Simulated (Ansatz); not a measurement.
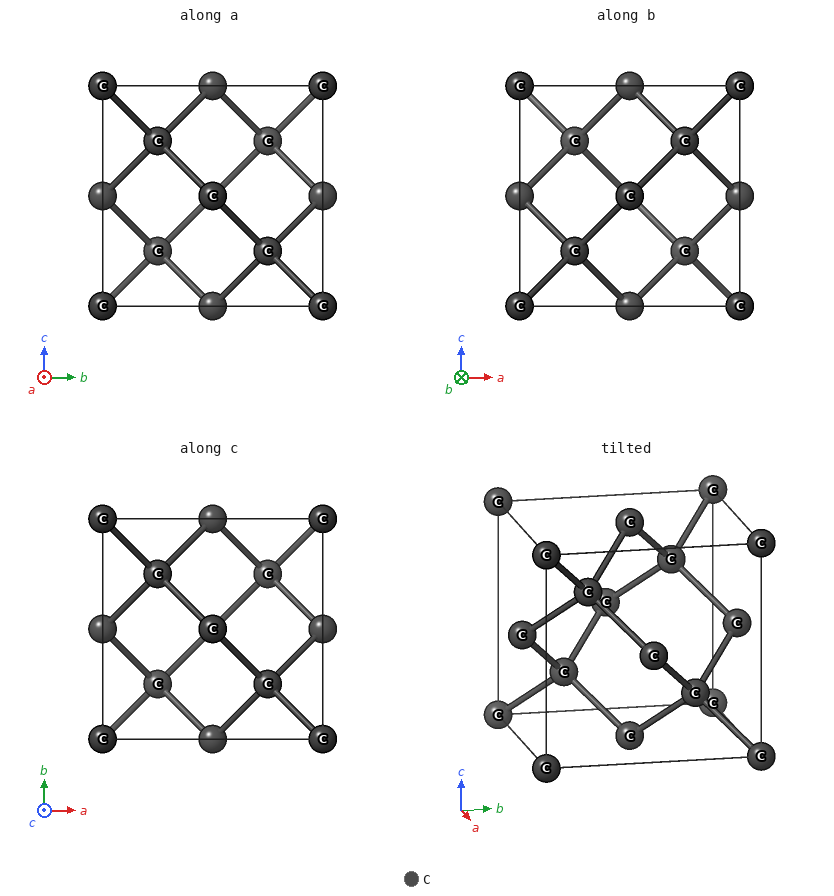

The crystal in a ball-and-stick representation, seen along the a axis, along the b axis, along the c axis and slightly off an axis. Lines trace the edges of the conventional unit cell.

Lattice parameters: a = 3.6631 Å, b = 3.6631 Å, c = 3.6631 Å, α = 90.000°, β = 90.000°, γ = 90.000°.

Put the structure into a CIF with its space group and independent sites.

```cif
data_structure
_symmetry_space_group_name_H-M 'F d -3 m :1'
_symmetry_Int_Tables_number 227
_cell_length_a 3.6631
_cell_length_b 3.6631
_cell_length_c 3.6631
_cell_angle_alpha 90.000
_cell_angle_beta 90.000
_cell_angle_gamma 90.000
_cell_volume 49.15
loop_
_atom_site_label
_atom_site_type_symbol
_atom_site_symmetry_multiplicity
_atom_site_Wyckoff_symbol
_atom_site_fract_x
_atom_site_fract_y
_atom_site_fract_z
_atom_site_occupancy
C1 C 8 a 0.0000 0.5000 0.5000 1
```

The structure comes from a structure type filled with this element by a generator (whether the element takes this form wasn't checked). The cell was then strained or its atoms displaced on purpose. It was run through Ansatz as a DFT input.

At this level of theory the cell isn't at rest (stretched, at -33 GPa), so its distances can differ from those at equilibrium, the more so the softer the solid.
